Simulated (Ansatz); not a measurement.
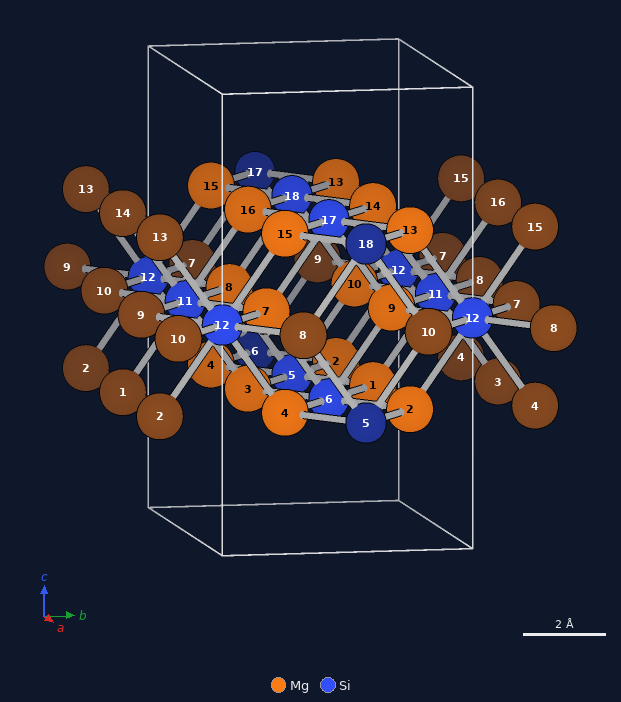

*The input geometry (ball-and-stick view of the cell of the calculation, with the vacuum cut short, seen slightly off an axis; neighbours outside the cell are drawn fainter; atoms are numbered from 1 in the order of the input). An atom can appear more than once, as a periodic image.*

**Mg$_{2}$Si: geometry relaxation (part 1 of 3)**

System: Mg$_{2}$Si (slab, 18 atoms in the cell).
Method: DFT PBE+D3(BJ), scalar-relativistic, plane waves, PAW, no spin polarisation (Ansatz 0.2.0).

The structure derives from an entry of the Crystallography Open Database. The input holds or restrains some coordinates. Forces given for the steps count only the free coordinates. It belongs to a series of runs on one base structure; here: clean slab, lower planes held. Figures and captions count atoms from 1; the log counts them from 0 in places.

## Output
```
Engine: ansatz 0.2.0, x86_64-unknown-linux-gnu
Pseudopotentials: kind: paw
Pseudopotential: Mg, paw, valence charge 10, recommended cutoff 420 eV (normal), Mg.paw.azcp
Pseudopotential: Si, paw, valence charge 4, recommended cutoff 420 eV (normal), Si.paw.azcp
Functional definition: PBE
  parameter kappa = 0.804
  parameter beta = 0.06672455060314922
  exchange = pbe_x(kappa = kappa, mu = beta*pi^2/3)
  correlation = pbe_c(beta = beta)
Crystal: 18 atoms, lattice volume = 1137.514 Å³
Basis set: ecut = 420 eV, 22261 PW (Γ), exchange–correlation on 120×90×288 points (8 copies of the dense FFT grid, shifted against one another)
Bands: 90, of which v1, the nominal top of the filled ones, is band 72 counted from 1 (71 counted from 0)
Symmetry: 8 space group operations
k-points: 4 of 6
Non-local potential: Mg, projectors of the file, l = 0: 3, l = 1: 2, l = 2: 1
Non-local potential: Si, projectors of the file, l = 0: 2, l = 1: 2, l = 2: 2
PAW form: soft (Blöchl's): semilocal exchange-correlation on the pseudo side does not see the compensation charge
PAW one-centre angular grid: Mg, 110 points (default); XC on 64 Gauss nodes
PAW one-centre angular grid: Si, 110 points (default); XC on 64 Gauss nodes
Initial density: superposition of atomic densities (neutral atoms: chi_scale 0, normalization atom), corrected by the library's trained network
Initial wavefunctions: pseudopotential atomic-orbital guess
Functional: x = pbe(κ = 0.804, μ = 0.2195149727645171), c = pbe(β = 0.06672455060314922)
SCF iter   1: F=—  HF=-26900.372628 eV  |F-HF|=—  |Δ(HF+E_count)|=         —  Δρ=2.78e-3  dr2=3.43e-1  ethr=1.77e-3  p=-0.000 e·Å  D=-1.09e-14 V/Å  ΔV_dip=0.00 eV  dr2_dipole=9.83e-8  V_vac-E_F(+/−)=3.84/3.84 eV  ⟨swp⟩=9.0  Hψ=1853  notcnv=0  defer=14
efield: sawtooth ramp at fractional position 0.9800 (placed from the atoms, in the widest stretch of the axis that holds none; the zero of the levels goes with the place), width 0.0400; the density the first Hamiltonian is built on has a dipole p = -0.000 e·Å; the dipole correction subtracts the counter field D = -1.09e-14 V/Å, which shifts the + side's vacuum level by +0.00 eV against the − side's; the planar-averaged density in the ramp window peaks in size at 3.3e-5 e/Å³
preconditioner: auto → LDOS  [insulator: Δε(μ)=0.115 eV  Ē_g=5.743 eV  σ=0.050 eV  W_gap=0.88  n_scr=130 (ndim 8)  ℏωp=7.6 eV  f_vac=0.576  D(μ)=3.37/eV (n_scr^D=6)  ε∞_Penn≈2.8  β→1.0]
SCF iter   2: F=—  HF=-26900.329722 eV  |F-HF|=—  |Δ(HF+E_count)|=   4.29e-2  Δρ=1.19e-3  dr2=6.08e-2  ethr=2.38e-4  p=-0.000 e·Å  D=-7.47e-6 V/Å  ΔV_dip=0.00 eV  dr2_dipole=4.96e-8  V_vac-E_F(+/−)=4.09/4.09 eV  ⟨swp⟩=3.0  Hψ=542  notcnv=0  defer=52
SCF iter   3: F=—  HF=-26900.322724 eV  |F-HF|=—  |Δ(HF+E_count)|=   7.00e-3  Δρ=2.70e-4  dr2=2.20e-3  ethr=4.22e-5  p=-0.000 e·Å  D=-4.80e-6 V/Å  ΔV_dip=0.00 eV  dr2_dipole=2.07e-8  V_vac-E_F(+/−)=4.05/4.05 eV  ⟨swp⟩=2.0  Hψ=424  notcnv=0  defer=52
SCF iter   4: F=—  HF=-26900.323554 eV  |F-HF|=—  |Δ(HF+E_count)|=   8.30e-4  Δρ=6.77e-5  dr2=1.10e-4  ethr=1.52e-6  p=-0.000 e·Å  D=-1.79e-6 V/Å  ΔV_dip=0.00 eV  dr2_dipole=4.56e-9  V_vac-E_F(+/−)=4.07/4.07 eV  ⟨swp⟩=2.2  Hψ=406  notcnv=0  defer=52
iter 5 did not close the SCF: its close was put off for the readings that it lacked (scf_convergence_deferred on its scf_iter line)
SCF iter   5: F=-26900.323657 eV  HF=-26900.323638 eV  |F-HF|=1.93e-5  |Δ(HF+E_count)|=   8.35e-5  Δρ=2.55e-5  dr2=9.48e-6  ethr=7.64e-8  p=-0.000 e·Å  D=-9.34e-7 V/Å  ΔV_dip=0.00 eV  dr2_dipole=7.40e-10  V_vac-E_F(+/−)=4.07/4.07 eV  ⟨swp⟩=2.8  Hψ=422  notcnv=0  defer=52
SCF iter   6: F=-26900.323660 eV  HF=-26900.323656 eV  |F-HF|=3.43e-6  |Δ(HF+E_count)|=   1.84e-5  Δρ=8.11e-6  dr2=9.42e-7  ethr=6.58e-9  p=-0.000 e·Å  D=-4.89e-7 V/Å  ΔV_dip=0.00 eV  dr2_dipole=3.47e-10  V_vac-E_F(+/−)=4.07/4.07 eV  ⟨swp⟩=38.2  Hψ=3472  notcnv=0
SCF 1 converged in 6 iterations: F = -26900.323660 eV  dr2 = 9.42e-7
  greatest PAW one-centre occupation: 1.000 electrons in one spin orbital (limit 2), on the Mg atom at site 9 (counted from 0), in its partial waves of l = 0
relax step   1: F+E_penalty+E_count = -26900.32365980 eV  Δ(F+E_penalty+E_count) = +0.000e0 eV  max|allowed force component| = 5.079e-1 eV/Å  Δτ_max = 0.0000 Å  (6 SCF iters, dr2 threshold 2.25e-5 eV, accepted)
Initial density: handed on by an earlier stage of this run
Initial wavefunctions: those handed on with the density
iter 1 solved again at ethr=3.90e-4 eV; its pass at ethr=3.10e-3 eV (dr2=5.62e-1 eV) is discarded
SCF iter   1: F=—  HF=-26900.538661 eV  |F-HF|=—  |Δ(HF+E_count)|=         —  Δρ=3.97e-3  dr2=5.65e-1  ethr=3.90e-4  p=-0.000 e·Å  D=-4.65e-7 V/Å  ΔV_dip=0.00 eV  dr2_dipole=1.77e-2  V_vac-E_F(+/−)=4.03/4.03 eV  ⟨swp⟩=1.2  Hψ=1317  notcnv=0  defer=49
efield: sawtooth ramp at fractional position 0.9800 (handed on by an earlier solve), width 0.0400; the density the first Hamiltonian is built on has a dipole p = -0.000 e·Å; the dipole correction subtracts the counter field D = -4.65e-7 V/Å, which shifts the + side's vacuum level by +0.00 eV against the − side's; the planar-averaged density in the ramp window peaks in size at 9.8e-7 e/Å³
preconditioner: auto → LDOS  [insulator: Δε(μ)=0.055 eV  Ē_g=5.773 eV  σ=0.050 eV  W_gap=0.57  n_scr=130 (ndim 8)  ℏωp=7.6 eV  f_vac=0.572  D(μ)=5.89/eV (n_scr^D=16)  ε∞_Penn≈2.7  β→1.0]
SCF iter   2: F=—  HF=-26900.434847 eV  |F-HF|=—  |Δ(HF+E_count)|=   1.04e-1  Δρ=1.34e-3  dr2=9.31e-2  ethr=3.90e-4  p=-0.031 e·Å  D=-4.90e-3 V/Å  ΔV_dip=0.10 eV  dr2_dipole=1.63e-2  V_vac-E_F(+/−)=4.09/3.99 eV  ⟨swp⟩=3.0  Hψ=438  notcnv=0  defer=49
SCF iter   3: F=—  HF=-26900.427124 eV  |F-HF|=—  |Δ(HF+E_count)|=   7.72e-3  Δρ=8.24e-4  dr2=3.34e-2  ethr=6.47e-5  p=-0.014 e·Å  D=-2.27e-3 V/Å  ΔV_dip=0.05 eV  dr2_dipole=2.24e-4  V_vac-E_F(+/−)=4.06/4.02 eV  ⟨swp⟩=2.0  Hψ=499  notcnv=0  defer=50
SCF iter   4: F=—  HF=-26900.423312 eV  |F-HF|=—  |Δ(HF+E_count)|=   3.81e-3  Δρ=2.56e-4  dr2=1.95e-3  ethr=2.32e-5  p=-0.012 e·Å  D=-1.85e-3 V/Å  ΔV_dip=0.04 eV  dr2_dipole=3.34e-4  V_vac-E_F(+/−)=4.06/4.02 eV  ⟨swp⟩=2.0  Hψ=380  notcnv=0  defer=50
SCF iter   5: F=—  HF=-26900.423806 eV  |F-HF|=—  |Δ(HF+E_count)|=   4.94e-4  Δρ=1.31e-4  dr2=1.38e-3  ethr=1.35e-6  p=-0.009 e·Å  D=-1.37e-3 V/Å  ΔV_dip=0.03 eV  dr2_dipole=4.80e-4  V_vac-E_F(+/−)=4.06/4.03 eV  ⟨swp⟩=2.0  Hψ=421  notcnv=0  defer=50
SCF iter   6: F=—  HF=-26900.423808 eV  |F-HF|=—  |Δ(HF+E_count)|=   1.81e-6  Δρ=5.42e-5  dr2=2.32e-4  ethr=9.57e-7  p=-0.006 e·Å  D=-9.57e-4 V/Å  ΔV_dip=0.02 eV  dr2_dipole=8.37e-5  V_vac-E_F(+/−)=4.06/4.04 eV  ⟨swp⟩=2.0  Hψ=356  notcnv=0  defer=50
SCF iter   7: F=—  HF=-26900.423805 eV  |F-HF|=—  |Δ(HF+E_count)|=   2.57e-6  Δρ=2.03e-5  dr2=6.62e-5  ethr=1.61e-7  p=-0.004 e·Å  D=-6.92e-4 V/Å  ΔV_dip=0.01 eV  dr2_dipole=2.55e-5  V_vac-E_F(+/−)=4.06/4.04 eV  ⟨swp⟩=2.0  Hψ=385  notcnv=0  defer=50
SCF iter   8: F=-26900.423791 eV  HF=-26900.423802 eV  |F-HF|=1.06e-5  |Δ(HF+E_count)|=   3.29e-6  Δρ=1.20e-5  dr2=1.09e-5  ethr=1.12e-8  p=-0.004 e·Å  D=-5.64e-4 V/Å  ΔV_dip=0.01 eV  dr2_dipole=3.83e-6  V_vac-E_F(+/−)=4.06/4.04 eV  ⟨swp⟩=25.2  Hψ=3262  notcnv=0
SCF 2 converged in 8 iterations: F = -26900.423791 eV  dr2 = 1.09e-5
relax step   2: F+E_penalty+E_count = -26900.42379149 eV  Δ(F+E_penalty+E_count) = -1.001e-1 eV  max|allowed force component| = 3.716e-1 eV/Å  Δτ_max = 0.1940 Å  (8 SCF iters, dr2 threshold 1.61e-5 eV, accepted)
SCF iter   1: F=—  HF=-26900.529513 eV  |F-HF|=—  |Δ(HF+E_count)|=         —  Δρ=2.22e-3  dr2=2.07e-1  ethr=6.93e-4  p=-0.004 e·Å  D=-5.64e-4 V/Å  ΔV_dip=0.01 eV  dr2_dipole=5.29e-3  V_vac-E_F(+/−)=4.03/4.02 eV  ⟨swp⟩=4.0  Hψ=797  notcnv=0  defer=44
efield: sawtooth ramp at fractional position 0.9800 (handed on by an earlier solve), width 0.0400; the density the first Hamiltonian is built on has a dipole p = -0.004 e·Å; the dipole correction subtracts the counter field D = -5.64e-4 V/Å, which shifts the + side's vacuum level by +0.01 eV against the − side's; the planar-averaged density in the ramp window peaks in size at 7.9e-7 e/Å³
preconditioner: auto → LDOS  [metal: Δε(μ)=0.052 eV  Ē_g=5.739 eV  σ=0.050 eV  W_gap=0.47  n_scr=130 (ndim 8)  ℏωp=7.6 eV  f_vac=0.577  D(μ)=15.38/eV (n_scr^D=80)  β→1.0]
SCF iter   2: F=—  HF=-26900.510239 eV  |F-HF|=—  |Δ(HF+E_count)|=   1.93e-2  Δρ=5.89e-4  dr2=9.98e-3  ethr=1.44e-4  p=-0.006 e·Å  D=-9.54e-4 V/Å  ΔV_dip=0.02 eV  dr2_dipole=2.35e-4  V_vac-E_F(+/−)=4.06/4.04 eV  ⟨swp⟩=2.0  Hψ=433  notcnv=0  defer=50
SCF iter   3: F=—  HF=-26900.510487 eV  |F-HF|=—  |Δ(HF+E_count)|=   2.48e-4  Δρ=3.35e-4  dr2=4.29e-3  ethr=6.93e-6  p=-0.011 e·Å  D=-1.70e-3 V/Å  ΔV_dip=0.03 eV  dr2_dipole=3.03e-4  V_vac-E_F(+/−)=4.07/4.04 eV  ⟨swp⟩=2.0  Hψ=402  notcnv=0  defer=50
SCF iter   4: F=—  HF=-26900.510887 eV  |F-HF|=—  |Δ(HF+E_count)|=   4.00e-4  Δρ=1.12e-4  dr2=6.33e-4  ethr=2.98e-6  p=-0.012 e·Å  D=-1.84e-3 V/Å  ΔV_dip=0.04 eV  dr2_dipole=1.07e-4  V_vac-E_F(+/−)=4.08/4.04 eV  ⟨swp⟩=2.0  Hψ=396  notcnv=0  defer=50
SCF iter   5: F=—  HF=-26900.510977 eV  |F-HF|=—  |Δ(HF+E_count)|=   9.01e-5  Δρ=5.49e-5  dr2=1.71e-4  ethr=4.40e-7  p=-0.013 e·Å  D=-2.09e-3 V/Å  ΔV_dip=0.04 eV  dr2_dipole=5.49e-5  V_vac-E_F(+/−)=4.08/4.04 eV  ⟨swp⟩=2.0  Hψ=400  notcnv=0  defer=50
SCF iter   6: F=—  HF=-26900.510995 eV  |F-HF|=—  |Δ(HF+E_count)|=   1.82e-5  Δρ=2.59e-5  dr2=1.16e-4  ethr=1.19e-7  p=-0.014 e·Å  D=-2.15e-3 V/Å  ΔV_dip=0.04 eV  dr2_dipole=4.23e-5  V_vac-E_F(+/−)=4.08/4.04 eV  ⟨swp⟩=2.0  Hψ=395  notcnv=0  defer=50
SCF iter   7: F=—  HF=-26900.510989 eV  |F-HF|=—  |Δ(HF+E_count)|=   5.84e-6  Δρ=1.74e-5  dr2=3.71e-5  ethr=8.06e-8  p=-0.013 e·Å  D=-2.15e-3 V/Å  ΔV_dip=0.04 eV  dr2_dipole=1.57e-5  V_vac-E_F(+/−)=4.08/4.04 eV  ⟨swp⟩=2.0  Hψ=323  notcnv=0  defer=50
SCF iter   8: F=—  HF=-26900.510988 eV  |F-HF|=—  |Δ(HF+E_count)|=   1.26e-6  Δρ=9.57e-6  dr2=1.06e-5  ethr=2.57e-8  p=-0.013 e·Å  D=-2.04e-3 V/Å  ΔV_dip=0.04 eV  dr2_dipole=3.68e-6  V_vac-E_F(+/−)=4.08/4.04 eV  ⟨swp⟩=2.0  Hψ=345  notcnv=0  defer=50
SCF iter   9: F=-26900.510987 eV  HF=-26900.510988 eV  |F-HF|=5.75e-7  |Δ(HF+E_count)|=   6.84e-8  Δρ=4.59e-6  dr2=1.21e-6  ethr=5.99e-9  p=-0.013 e·Å  D=-1.99e-3 V/Å  ΔV_dip=0.04 eV  dr2_dipole=3.78e-7  V_vac-E_F(+/−)=4.08/4.04 eV  ⟨swp⟩=24.0  Hψ=2825  notcnv=0
SCF 3 converged in 9 iterations: F = -26900.510987 eV  dr2 = 1.21e-6
relax step   3: F+E_penalty+E_count = -26900.51098737 eV  Δ(F+E_penalty+E_count) = -8.720e-2 eV  max|allowed force component| = 6.672e-2 eV/Å  Δτ_max = 0.0718 Å  (9 SCF iters, dr2 threshold 8.63e-6 eV, accepted)
SCF iter   1: F=—  HF=-26900.512024 eV  |F-HF|=—  |Δ(HF+E_count)|=         —  Δρ=1.60e-4  dr2=1.56e-3  ethr=9.82e-6  p=-0.013 e·Å  D=-1.99e-3 V/Å  ΔV_dip=0.04 eV  dr2_dipole=1.22e-4  V_vac-E_F(+/−)=4.08/4.04 eV  ⟨swp⟩=2.0  Hψ=558  notcnv=0  defer=50
efield: sawtooth ramp at fractional position 0.9800 (handed on by an earlier solve), width 0.0400; the density the first Hamiltonian is built on has a dipole p = -0.013 e·Å; the dipole correction subtracts the counter field D = -1.99e-3 V/Å, which shifts the + side's vacuum level by +0.04 eV against the − side's; the planar-averaged density in the ramp window peaks in size at 7.7e-7 e/Å³
preconditioner: auto → LDOS  [metal: Δε(μ)=0.018 eV  Ē_g=5.748 eV  σ=0.050 eV  W_gap=0.20  n_scr=130 (ndim 8)  ℏωp=7.6 eV  f_vac=0.575  D(μ)=19.16/eV (n_scr^D=104)  β→1.0]
SCF iter   2: F=—  HF=-26900.511761 eV  |F-HF|=—  |Δ(HF+E_count)|=   2.62e-4  Δρ=8.37e-5  dr2=2.20e-4  ethr=1.08e-6  p=-0.015 e·Å  D=-2.36e-3 V/Å  ΔV_dip=0.05 eV  dr2_dipole=3.35e-5  V_vac-E_F(+/−)=4.09/4.04 eV  ⟨swp⟩=2.0  Hψ=494  notcnv=0  defer=50
SCF iter   3: F=—  HF=-26900.511772 eV  |F-HF|=—  |Δ(HF+E_count)|=   1.05e-5  Δρ=3.00e-5  dr2=7.22e-5  ethr=1.53e-7  p=-0.015 e·Å  D=-2.39e-3 V/Å  ΔV_dip=0.05 eV  dr2_dipole=2.03e-5  V_vac-E_F(+/−)=4.09/4.04 eV  ⟨swp⟩=2.2  Hψ=409  notcnv=0  defer=50
SCF iter   4: F=—  HF=-26900.512207 eV  |F-HF|=—  |Δ(HF+E_count)|=   4.35e-4  Δρ=1.48e-5  dr2=3.67e-5  ethr=5.01e-8  p=-0.016 e·Å  D=-2.51e-3 V/Å  ΔV_dip=0.05 eV  dr2_dipole=1.40e-5  V_vac-E_F(+/−)=4.09/4.04 eV  ⟨swp⟩=2.0  Hψ=379  notcnv=0  defer=50
SCF iter   5: F=—  HF=-26900.512205 eV  |F-HF|=—  |Δ(HF+E_count)|=   2.78e-6  Δρ=7.74e-6  dr2=8.98e-6  ethr=2.55e-8  p=-0.016 e·Å  D=-2.59e-3 V/Å  ΔV_dip=0.05 eV  dr2_dipole=4.04e-6  V_vac-E_F(+/−)=4.09/4.04 eV  ⟨swp⟩=2.0  Hψ=359  notcnv=0  defer=50
SCF iter   6: F=—  HF=-26900.512204 eV  |F-HF|=—  |Δ(HF+E_count)|=   7.88e-7  Δρ=5.16e-6  dr2=4.18e-6  ethr=6.24e-9  p=-0.017 e·Å  D=-2.66e-3 V/Å  ΔV_dip=0.05 eV  dr2_dipole=1.43e-6  V_vac-E_F(+/−)=4.09/4.04 eV  ⟨swp⟩=2.0  Hψ=341  notcnv=0  defer=50
SCF iter   7: F=—  HF=-26900.512204 eV  |F-HF|=—  |Δ(HF+E_count)|=   1.53e-7  Δρ=3.10e-6  dr2=9.15e-7  ethr=2.90e-9  p=-0.017 e·Å  D=-2.68e-3 V/Å  ΔV_dip=0.05 eV  dr2_dipole=2.44e-7  V_vac-E_F(+/−)=4.09/4.04 eV  ⟨swp⟩=2.0  Hψ=334  notcnv=0  defer=50
SCF iter   8: F=-26900.512204 eV  HF=-26900.512204 eV  |F-HF|=3.68e-8  |Δ(HF+E_count)|=   1.24e-7  Δρ=1.40e-6  dr2=9.44e-8  ethr=6.94e-11  p=-0.017 e·Å  D=-2.68e-3 V/Å  ΔV_dip=0.05 eV  dr2_dipole=1.24e-8  V_vac-E_F(+/−)=4.09/4.04 eV  ⟨swp⟩=18.2  Hψ=2656  notcnv=0
SCF 4 converged in 8 iterations: F = -26900.512204 eV  dr2 = 9.44e-8
relax step   4: F+E_penalty+E_count = -26900.51220376 eV  Δ(F+E_penalty+E_count) = -1.216e-3 eV  max|allowed force component| = 2.461e-2 eV/Å  Δτ_max = 0.0108 Å  (8 SCF iters, accepted)
```
